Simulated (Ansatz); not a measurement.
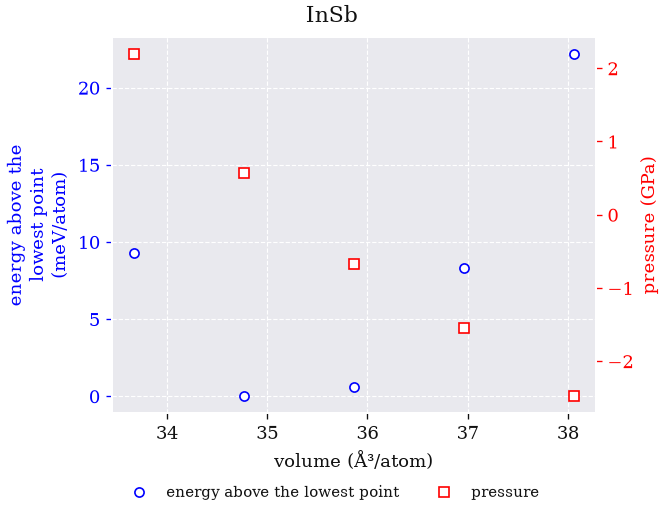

Method: equation of state of a cubic crystal from periodic Kohn-Sham density functional theory without spin; pressure corrected for the finite basis (Ansatz 0.2.0 development build). Level: HSE06.

- structure type: zinc blende
- atoms in cell: 2
- space group number: 216
- lattice centring: face-centred primitive
- k mesh: 4×4×4
- occupation method: Fermi–Dirac
- occupation width: 0.05 eV
- wave cutoff: 420 eV
- datasets: soft-1 PAW
- density tolerance: 0 eV
- bands: 18
- density cutoff ratio: 4
- search for lower states: default
- exchange singularity: Wigner-Seitz

Energy above the lowest point and pressure against volume for InSb, space group F-43m (No. 216) (one of a set of cubic test structures, which need not be the stable phase).

The energy above the lowest point is 9.3 meV/atom at volume 33.67 Å³/atom and 22.2 meV/atom at 38.06 Å³/atom; the lowest computed point is at volume 34.76 Å³/atom (0.0 meV/atom). The pressure falls from 2.190 GPa at volume 33.67 Å³/atom to −2.479 GPa at 38.06 Å³/atom, and changes sign near 35.3 Å³/atom.

Limits of the calculation: coarse k-mesh, values are not converged in k.
